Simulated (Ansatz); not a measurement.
## Geometry relaxation of ZrN

The run: geometry relaxation of ZrN (2 atoms in the cell). Method and program: DFT r2SCAN, scalar-relativistic, plane waves, PAW, no spin polarisation (Ansatz 0.2.0).

The structure derives from an entry of the Crystallography Open Database. Figures and captions count atoms from 1; the log counts them from 0 in places.

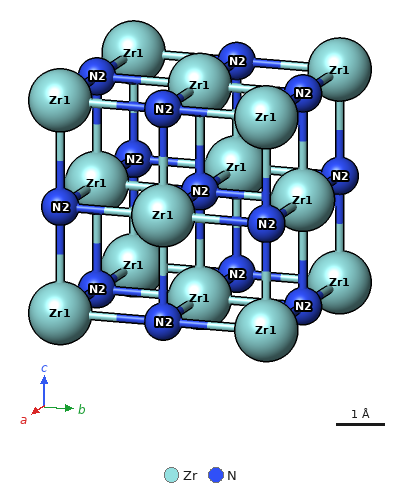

The input geometry (ball-and-stick view of the cell 4 times as large as that of the calculation, set on its symmetry axes, seen slightly off an axis; atoms are numbered from 1 in the order of the input). An atom can appear more than once, as a periodic image.

Summary

- outcome: converged
- space group (tolerance 0.01 Å): Fm-3m (225)
- electrons treated: 17
- free energy: −4583.7244 eV
- Fermi energy: 17.877 eV
- gap on the k-point mesh: none (metallic)
- pressure: −0.04 GPa
- final volume: 24.12 Å³
- largest force (length of the vector) at the end: under 0.001 eV/Å
- final cell: a = 3.243 Å, b = 3.243 Å, c = 3.243 Å, α = 60.00°, β = 60.00°, γ = 60.00°
- hardware: 2 threads of Arm Neoverse V1, 24 GiB of memory available, shared host
- wall time: 11 s (CPU time 22 s)
- peak memory: 0.42 GiB

The cell holds an odd number of electrons but the run has no spin polarisation, so a band is left half filled.

Input file
```yaml
crystal:
  lattice:
    - [0.0, 2.28423, 2.28423]
    - [2.28423, 0.0, 2.28423]
    - [2.28423, 2.28423, 0.0]
  atoms:
    - { symbol: Zr, position: [0.0, 0.0, 0.0] }
    - { symbol: "N", position: [0.5, 0.5, 0.5] }
basis:
  ecutwfc: 500
kpoints:
  mp_grid: { grid: [16, 16, 16] }
hamiltonian:
  xc: r2scan
scf:
  occupations: { method: gaussian, width: 0.1 }
output:
  forces: true
  stress: true
  eigenvalues: true
relax:
  adjacent_minimum: "off"
  f_tol: 0.005
  max_steps: 80
  cell: { stress_tol: 0.05 }
```

Command:
```bash
ansatz run input.yaml --threads 2 --pin off --max-ram 5120MiB --backend cpu --events-out ev --progress --plain --runs-dir out
```

The program's output
```
Engine: ansatz 0.2.0, aarch64-unknown-linux-gnu
Pseudopotentials: kind: paw
Pseudopotential: Zr, paw, valence charge 12, recommended cutoff 500 eV (meta_gga), Zr.paw.azcp
Pseudopotential: N, paw, valence charge 5, recommended cutoff 500 eV (meta_gga), N.paw.azcp
Functional definition: r2SCAN
  parameter k0 = 0.174
  parameter k1 = 0.065
  parameter a1 = 4.9479
  exchange = r2scan_x(k0 = k0, k1 = k1, a1 = a1)
  correlation = r2scan_c
Crystal: 2 atoms, lattice volume = 23.837 Å³
Basis set: ecut = 500 eV, 609 PW (Γ), exchange–correlation on 96×96×96 points (64 copies of the dense FFT grid, shifted against one another)
Bands: 13, of which v1, the nominal top of the filled ones, is band 9 counted from 1 (8 counted from 0)
Symmetry: 48 space group operations
Space group: Fm-3m (ITA 225), of the structure as read, at distance tolerance 2.9e-5 Å
k-points: 145 of 4096
Non-local potential: Zr, projectors of the file, l = 0: 3, l = 1: 2, l = 2: 2, l = 3: 2
Non-local potential: N, projectors of the file, l = 0: 2, l = 1: 2, l = 2: 1
PAW form: soft (Blöchl's): semilocal exchange-correlation on the pseudo side does not see the compensation charge
PAW frozen core: Zr, regenerated for the run's functional (the file was generated under x = pbe(κ = 0.804, μ = 0.2195149727645171), c = pbe(β = 0.06672455060314922))
PAW frozen core: N, regenerated for the run's functional (the file was generated under x = pbe(κ = 0.804, μ = 0.2195149727645171), c = pbe(β = 0.06672455060314922))
PAW one-centre angular grid: Zr, 590 points (default); XC on 160 Gauss nodes
PAW one-centre angular grid: N, 302 points (default); XC on 160 Gauss nodes
Initial density: superposition of atomic densities (neutral atoms: chi_scale 0, normalization atom), corrected by the library's trained network
Initial wavefunctions: pseudopotential atomic-orbital guess
Functional: x = r2scan, c = r2scan; τ floored in thin density (d = 2e-4 eV/Å³)
SCF iter   1: F=—  HF=-4583.649311 eV  |F-HF|=—  |Δ(HF+E_count)|=         —  Δρ=1.23e-2  dr2=4.36e-2  dr2_τ=1.20e-1  ethr=1.77e-3  ⟨swp⟩=5.0  Hψ=9549  notcnv=0
preconditioner: auto → none  [metal: Δε(μ)=0.051 eV  Ē_g=19.848 eV  σ=0.100 eV  W_gap=0.28  n_scr=8 (ndim 8)  ℏωp=29.4 eV  f_vac=0.000  D(μ)=0.67/eV (n_scr^D=0)  sad-step TF]
SCF iter   2: F=—  HF=-4583.722856 eV  |F-HF|=—  |Δ(HF+E_count)|=   7.35e-2  Δρ=7.19e-3  dr2=1.16e-2  dr2_τ=6.10e-4  ethr=2.57e-4  ⟨swp⟩=2.0  Hψ=4300  notcnv=0  defer=50
SCF iter   3: F=—  HF=-4583.721859 eV  |F-HF|=—  |Δ(HF+E_count)|=   9.97e-4  Δρ=1.88e-3  dr2=7.97e-4  dr2_τ=7.09e-5  ethr=6.84e-5  ⟨swp⟩=2.3  Hψ=2715  notcnv=0  defer=50
SCF iter   4: F=—  HF=-4583.721781 eV  |F-HF|=—  |Δ(HF+E_count)|=   7.83e-5  Δρ=8.14e-4  dr2=1.83e-4  dr2_τ=2.06e-5  ethr=4.69e-6  ⟨swp⟩=2.0  Hψ=2477  notcnv=0  defer=50
SCF iter   5: F=—  HF=-4583.721755 eV  |F-HF|=—  |Δ(HF+E_count)|=   2.55e-5  Δρ=4.07e-4  dr2=4.71e-5  dr2_τ=7.23e-7  ethr=1.08e-6  ⟨swp⟩=1.1  Hψ=1877  notcnv=0  defer=50
SCF iter   6: F=—  HF=-4583.721751 eV  |F-HF|=—  |Δ(HF+E_count)|=   4.50e-6  Δρ=1.03e-4  dr2=3.15e-6  dr2_τ=4.67e-8  ethr=2.77e-7  ⟨swp⟩=2.1  Hψ=2307  notcnv=0  defer=50
SCF iter   7: F=-4583.721751 eV  HF=-4583.721751 eV  |F-HF|=2.75e-9  |Δ(HF+E_count)|=   2.33e-7  Δρ=6.23e-6  dr2=8.63e-9  dr2_τ=6.82e-10  ethr=5.88e-10  ⟨swp⟩=5.0  Hψ=8320  notcnv=0
SCF 1 converged in 7 iterations: F = -4583.721751 eV  dr2 = 8.63e-9
  greatest PAW one-centre occupation: 0.990 electrons in one spin orbital (limit 2), on the Zr atom at site 0 (counted from 0), in its partial waves of l = 1
relax step   1: F+E_penalty+E_count = -4583.72175071 eV  Δ(F+E_penalty+E_count) = +0.000e0 eV  max|allowed force component| = 4.497e-29 eV/Å  Δτ_max = 0.0000 Å  P = +3.099 GPa  Ω = 23.837 Å³  (7 SCF iters, dr2 threshold 1.00e-7 eV, accepted)
Crystal: 2 atoms, lattice volume = 24.293 Å³
Initial density: handed on by an earlier stage of this run
Initial wavefunctions: those handed on with the density
iter 1 solved again at ethr=6.84e-6 eV; its pass at ethr=3.10e-3 eV (dr2=1.16e-3 eV) is discarded
SCF iter   1: F=—  HF=-4583.715472 eV  |F-HF|=—  |Δ(HF+E_count)|=         —  Δρ=1.93e-3  dr2=9.49e-4  dr2_τ=5.14e-3  ethr=6.84e-6  ⟨swp⟩=2.0  Hψ=11807  notcnv=0
preconditioner: auto → none  [metal: Δε(μ)=0.017 eV  Ē_g=11.090 eV  σ=0.100 eV  W_gap=0.09  n_scr=8 (ndim 8)  ℏωp=22.6 eV  f_vac=0.000  D(μ)=0.73/eV (n_scr^D=0)]
SCF iter   2: F=—  HF=-4583.722999 eV  |F-HF|=—  |Δ(HF+E_count)|=   7.53e-3  Δρ=7.57e-4  dr2=1.23e-4  dr2_τ=5.85e-5  ethr=5.58e-6  ⟨swp⟩=2.0  Hψ=3133  notcnv=0
SCF iter   3: F=—  HF=-4583.722991 eV  |F-HF|=—  |Δ(HF+E_count)|=   8.61e-6  Δρ=3.73e-4  dr2=3.36e-5  dr2_τ=2.72e-6  ethr=7.24e-7  ⟨swp⟩=2.2  Hψ=2622  notcnv=0
SCF iter   4: F=—  HF=-4583.722998 eV  |F-HF|=—  |Δ(HF+E_count)|=   7.80e-6  Δρ=2.44e-4  dr2=1.70e-5  dr2_τ=1.79e-6  ethr=1.98e-7  ⟨swp⟩=2.0  Hψ=2552  notcnv=0
SCF iter   5: F=—  HF=-4583.722996 eV  |F-HF|=—  |Δ(HF+E_count)|=   2.69e-6  Δρ=1.19e-4  dr2=4.16e-6  dr2_τ=4.16e-8  ethr=9.98e-8  ⟨swp⟩=1.1  Hψ=1904  notcnv=0
SCF iter   6: F=—  HF=-4583.722995 eV  |F-HF|=—  |Δ(HF+E_count)|=   7.74e-7  Δρ=4.24e-5  dr2=5.33e-7  dr2_τ=7.53e-9  ethr=2.45e-8  ⟨swp⟩=1.8  Hψ=2067  notcnv=0
SCF iter   7: F=-4583.722995 eV  HF=-4583.722995 eV  |F-HF|=1.09e-8  |Δ(HF+E_count)|=   1.07e-7  Δρ=6.96e-6  dr2=1.45e-8  dr2_τ=2.40e-10  ethr=1.18e-9  ⟨swp⟩=4.6  Hψ=6489  notcnv=0
SCF 2 converged in 7 iterations: F = -4583.722995 eV  dr2 = 1.45e-8
relax step   2: F+E_penalty+E_count = -4583.72299490 eV  Δ(F+E_penalty+E_count) = -1.244e-3 eV  max|allowed force component| = 4.372e-30 eV/Å  Δτ_max = 0.0000 Å  P = -1.923 GPa  Ω = 24.293 Å³  energy of the carried Pulay correction = -3.118e-4 eV  (7 SCF iters, dr2 threshold 2.00e-7 eV, accepted)
Crystal: 2 atoms, lattice volume = 24.116 Å³
iter 1 solved again at ethr=9.71e-7 eV; its pass at ethr=3.10e-3 eV (dr2=1.65e-4 eV) is discarded
SCF iter   1: F=—  HF=-4583.723045 eV  |F-HF|=—  |Δ(HF+E_count)|=         —  Δρ=7.35e-4  dr2=1.35e-4  dr2_τ=7.50e-4  ethr=9.71e-7  ⟨swp⟩=2.0  Hψ=11779  notcnv=0
preconditioner: auto → none  [metal: Δε(μ)=0.029 eV  Ē_g=11.181 eV  σ=0.100 eV  W_gap=0.16  n_scr=8 (ndim 8)  ℏωp=22.7 eV  f_vac=0.000  D(μ)=0.72/eV (n_scr^D=0)]
SCF iter   2: F=—  HF=-4583.724202 eV  |F-HF|=—  |Δ(HF+E_count)|=   1.16e-3  Δρ=2.86e-4  dr2=1.68e-5  dr2_τ=8.11e-6  ethr=7.94e-7  ⟨swp⟩=2.0  Hψ=3133  notcnv=0
SCF iter   3: F=—  HF=-4583.724201 eV  |F-HF|=—  |Δ(HF+E_count)|=   4.36e-7  Δρ=1.43e-4  dr2=4.83e-6  dr2_τ=3.97e-7  ethr=9.91e-8  ⟨swp⟩=2.2  Hψ=2632  notcnv=0
SCF iter   4: F=—  HF=-4583.724203 eV  |F-HF|=—  |Δ(HF+E_count)|=   1.28e-6  Δρ=9.05e-5  dr2=2.37e-6  dr2_τ=2.57e-7  ethr=2.84e-8  ⟨swp⟩=2.0  Hψ=2554  notcnv=0
SCF iter   5: F=—  HF=-4583.724202 eV  |F-HF|=—  |Δ(HF+E_count)|=   3.65e-7  Δρ=4.49e-5  dr2=6.02e-7  dr2_τ=5.50e-9  ethr=1.39e-8  ⟨swp⟩=1.1  Hψ=1897  notcnv=0
SCF iter   6: F=-4583.724202 eV  HF=-4583.724202 eV  |F-HF|=5.72e-8  |Δ(HF+E_count)|=   1.14e-7  Δρ=1.56e-5  dr2=7.27e-8  dr2_τ=9.95e-10  ethr=1.18e-9  ⟨swp⟩=4.0  Hψ=5574  notcnv=0
SCF 3 converged in 6 iterations: F = -4583.724202 eV  dr2 = 7.27e-8
relax step   3: F+E_penalty+E_count = -4583.72420209 eV  Δ(F+E_penalty+E_count) = -1.207e-3 eV  max|allowed force component| = 4.700e-30 eV/Å  Δτ_max = 0.0000 Å  P = -0.035 GPa  Ω = 24.116 Å³  energy of the carried Pulay correction = -1.917e-4 eV  (6 SCF iters, dr2 threshold 2.00e-7 eV, accepted)
Initial wavefunctions: pseudopotential atomic-orbital guess (no wavefunctions were taken with the density)
iter 1 solved again at ethr=3.47e-8 eV; its pass at ethr=3.10e-3 eV (dr2=5.89e-6 eV) is discarded
SCF iter   1: F=—  HF=-4583.724403 eV  |F-HF|=—  |Δ(HF+E_count)|=         —  Δρ=4.31e-5  dr2=1.16e-7  dr2_τ=3.73e-7  ethr=3.47e-8  ⟨swp⟩=3.0  Hψ=15337  notcnv=0
preconditioner: auto → none  [metal: Δε(μ)=0.025 eV  Ē_g=11.173 eV  σ=0.100 eV  W_gap=0.14  n_scr=8 (ndim 8)  ℏωp=22.7 eV  f_vac=0.000  D(μ)=0.72/eV (n_scr^D=0)]
SCF iter   2: F=—  HF=-4583.724403 eV  |F-HF|=—  |Δ(HF+E_count)|=   8.74e-8  Δρ=2.46e-5  dr2=6.04e-8  dr2_τ=2.90e-8  ethr=6.84e-10  ⟨swp⟩=2.0  Hψ=2552  notcnv=0
SCF iter   3: F=—  HF=-4583.724403 eV  |F-HF|=—  |Δ(HF+E_count)|=   2.38e-9  Δρ=1.52e-5  dr2=6.24e-9  dr2_τ=9.62e-9  ethr=3.55e-10  ⟨swp⟩=2.1  Hψ=2376  notcnv=0
SCF iter   4: F=—  HF=-4583.724403 eV  |F-HF|=—  |Δ(HF+E_count)|=   1.16e-8  Δρ=2.17e-6  dr2=1.49e-10  dr2_τ=1.87e-10  ethr=3.67e-11  ⟨swp⟩=2.8  Hψ=3284  notcnv=0
SCF iter   5: F=-4583.724403 eV  HF=-4583.724403 eV  |F-HF|=4.55e-12  |Δ(HF+E_count)|=  3.21e-10  Δρ=1.75e-7  dr2=1.17e-12  dr2_τ=2.05e-12  ethr=1.00e-12  ⟨swp⟩=6.0  Hψ=7967  notcnv=0
SCF 4 converged in 5 iterations: F = -4583.724403 eV  dr2 = 1.17e-12
relax step   4: F+E_penalty+E_count = -4583.72440253 eV  Δ(F+E_penalty+E_count) = -2.004e-4 eV  max|allowed force component| = 7.461e-30 eV/Å  Δτ_max = 0.0000 Å  P = -0.036 GPa  Ω = 24.116 Å³  stress off target by 3.64e-2 GPa  SCF on the basis re-selected at this cell (its energy is not comparable with the rows above)  (5 SCF iters)
```

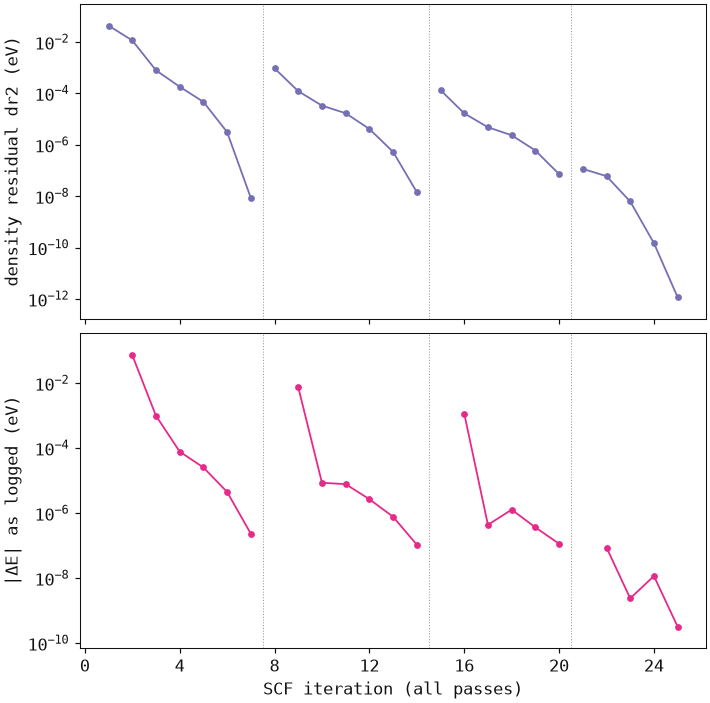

Convergence of the self-consistent field: density residual dr2 and size of the energy change against the SCF iteration. The dotted lines part the SCF passes of the relaxation: geometry steps, rejected trials and re-solves on a re-selected basis. The passes take 7, 7, 6 and 5 iterations.

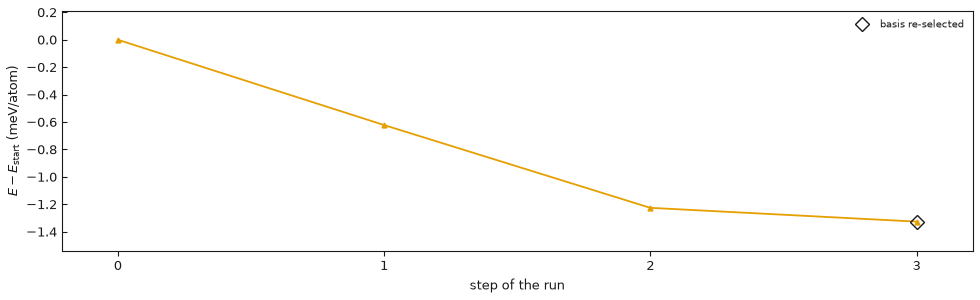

Progress of the relaxation, step by step (the first geometry is step 0 here and step 1 in the log). The atoms keep their places relative to the cell (all moves are under 0.005 Å). Cell: a = b = c 4.568 → 4.586 Å (+0.4 %). Volume +1.2 %. Among the contacts that change: Zr1–N2 2.284 → 2.293 Å. The space group stays Fm-3m (No. 225). Over 2 geometry steps the energy falls by 1.2 meV per atom. All forces vanish by symmetry, so only the cell relaxes. The pressure goes from 3.10 to −0.04 GPa. A last SCF at the same geometry on a re-selected plane-wave basis shifts the energy by −0.1 meV per atom. (Atoms are counted from 1 in the order of the input.)

```
basis re-selected at this cell: Δ(F+E_penalty+E_count) = -2.004e-4 eV, ΔP = -0.001 GPa vs the last step (what re-selecting the basis moved, of the pressure what is left beyond the Pulay correction that the steps carried, after the strain that the cell walked since its last selection, with what the two solves' SCF thresholds leave and, on support functions, any second-order correction that the steps lacked; it is no measure of the basis error at this ecutwfc). This SCF's stress stands 3.64e-2 GPa from its target on what of the cell is left free (relax.cell.stress_tol is 5.00e-2 GPa) and its largest allowed force component is 7.46e-30 eV/Å (relax.f_tol is 5.00e-3 eV/Å): within both
SCF converged after 5 iterations
Free energy (F): -4583.724403 eV
Harris-Foulkes:  -4583.724403 eV  (|F-HF|=4.55e-12)
Internal energy: -4583.720791 eV  (E = F + TS)
E sigma→0 (E₀):  -4583.722597 eV
Entropy (-TS):   -0.003612 eV (-1.806 meV/atom)
Fermi energy:    17.877200 eV
--- Per-component energies (eV) ---
  E_band       = -38.330398
  E_kinetic    = 467.599486
  E_local      = -622.396170  (includes V_loc(G=0)·N_el)
  E_nonlocal   = 122.253973
  E_hartree    = 187.579285
  E_xc         = -217.920872
  E_vxc        = -298.921109  (∫ρ·V_xc dr)
  E_paw        = -3098.948298  (= ΣΔE_a)
  E_vpaw       = -99.238934  (= ΣTr[D̂ρ^β])
  E_aug_tail   = 0.000025  (compensation charges beyond the density's cutoff)
  E_vtau       = 17.213747  (kinetic-family band-sum trace: ∫τ·v_τ [+ j·A + Jᵃ·Aᵃ] dr)
  E_ewald      = -1421.693914
  E_core_change = -0.194306  (= ΣΔE_core)
  E_smearing   = -0.003612  (= −TS)
  E_closure    = -0.000000  (closes the sum)
  Σ components = -4583.724403   (vs F -4583.724403, Δ=0.00e0)
--- Forces (eV/Å), atoms counted from 1 ---
  atom   1  Zr    -0.00000000     0.00000000     0.00000000
  atom   2  N      0.00000000    -0.00000000     0.00000000
  max |Σ_I F_I| component: 1.24e-29 eV/Å
--- Stress (GPa, compression-positive) ---
       -0.036380       0.000000      -0.000000
        0.000000      -0.036380      -0.000000
       -0.000000      -0.000000      -0.036380
  P = ⅓ Tr σ = -0.0364 GPa (-0.364 kbar)
--- Band table (eV; the first three rows and the last of 145) ---
  k-point 0: bands = ["-33.6052", "-10.5221", "-10.5221", "-10.5221", "0.4355", "14.8498", "14.8498", "14.8498", "17.4846", "17.4846", "17.4846", "19.5300", "19.5300"]
  k-point 1: bands = ["-33.5997", "-10.5733", "-10.5256", "-10.5256", "0.5166", "14.5144", "14.6186", "14.6186", "17.6021", "17.6065", "17.6065", "19.8269", "19.8269"]
  k-point 2: bands = ["-33.5841", "-10.7161", "-10.5355", "-10.5355", "0.7471", "13.7318", "14.0835", "14.0835", "17.8414", "17.9258", "17.9258", "20.5945", "20.5945"]
  k-point 144: bands = ["-33.4114", "-11.1729", "-11.1729", "-10.9539", "1.5375", "12.0274", "12.7668", "12.7668", "18.9155", "18.9155", "22.4644", "22.6096", "23.9970"]
--- Relaxed structure (3 steps of the walk, 3 accepted, 1 SCFs on fresh bases) ---
  F+E_penalty+E_count = -4583.72440253 eV   max|allowed force component| = 7.461e-30 eV/Å   (the final SCF, on the basis selected at the relaxed cell)
  cell:  # Å, volume = 24.1163 Å³
    - [2.1655331139806256e-34, 2.2931197753206876, 2.2931197753206876]
    - [2.2931197753206876, 1.1464587074015077e-34, 2.2931197753206876]
    - [2.2931197753206876, 2.2931197753206876, -7.643058049343385e-35]
  atoms:
    - { symbol: Zr, position: [-4.496756618232386e-34, 6.1830403500695755e-34, 2.810472886395183e-34] }
    - { symbol: N, position: [0.5, 0.5, 0.5] }
```

Trajectory as extended XYZ (Å, eV, eV/Å), 4 frames, from step=1 to step=4
```
2
Lattice="0.0000 2.2842 2.2842 2.2842 0.0000 2.2842 2.2842 2.2842 0.0000" Properties=species:S:1:pos:R:3:forces:R:3 step=1 energy=-4583.72175 pressure_GPa=3.10
Zr    0.0000    0.0000    0.0000    0.0000   0.0000   0.0000
N     2.2842    2.2842    2.2842    0.0000   0.0000   0.0000
2
Lattice="0.0000 2.2987 2.2987 2.2987 0.0000 2.2987 2.2987 2.2987 0.0000" Properties=species:S:1:pos:R:3:forces:R:3 step=2 energy=-4583.72300 pressure_GPa=-1.92
Zr    0.0000    0.0000    0.0000    0.0000   0.0000   0.0000
N     2.2987    2.2987    2.2987    0.0000   0.0000   0.0000
2
Lattice="0.0000 2.2931 2.2931 2.2931 0.0000 2.2931 2.2931 2.2931 0.0000" Properties=species:S:1:pos:R:3:forces:R:3 step=3 energy=-4583.72420 pressure_GPa=-0.04
Zr    0.0000    0.0000    0.0000    0.0000   0.0000   0.0000
N     2.2931    2.2931    2.2931    0.0000   0.0000   0.0000
2
Lattice="0.0000 2.2931 2.2931 2.2931 0.0000 2.2931 2.2931 2.2931 0.0000" Properties=species:S:1:pos:R:3:forces:R:3 step=4 energy=-4583.72440 pressure_GPa=-0.04
Zr    0.0000    0.0000    0.0000    0.0000   0.0000   0.0000
N     2.2931    2.2931    2.2931    0.0000   0.0000   0.0000
```

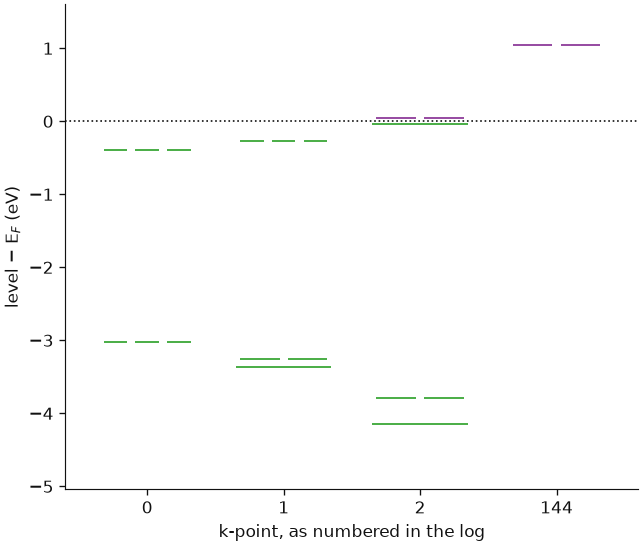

Kohn–Sham levels near the Fermi level (dotted) at the few k-points that the log prints; levels within 0.02 eV of each other stand side by side. The system is metallic on the full mesh.
